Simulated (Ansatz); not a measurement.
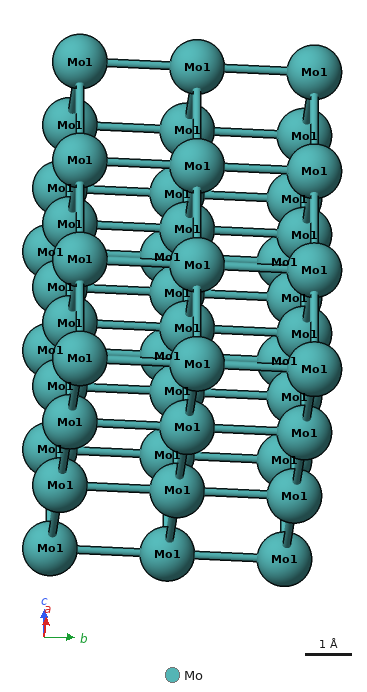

This is solid Mo (a generated structure, set up in Pm-3m). A ball-and-stick model of the cell of the calculation, repeated 3 × 2 × 3 with one cell outlined, seen from a free direction.

The calculation used Ansatz, DFT, PBE, PAW with Ansatz's default frozen-core files, scalar-relativistic. (plane-wave cutoff 420 eV; k-point mesh 12 × 12 × 12; occupations fermi dirac; smearing width 0.03 eV; no spin polarisation)

Change: The cell is strained by 0.0 % along c and +1.0 % across it (volume +2.0 %), the atoms keeping their fractional coordinates. No relaxation follows.

Predict the response.

Some distances before and after: Mo–Mo 2.605 → 2.605 to 2.631 Å. The space group (tolerance 0.01 Å) goes from Pm-3m (No. 221) to P4/mmm (No. 123). The energy rises by 5.9 meV per atom. The pressure goes from 0.0 to −3.7 GPa. The principal stresses (compression positive) are −0.8 GPa along c and −5.1 GPa across it. All forces vanish by symmetry.
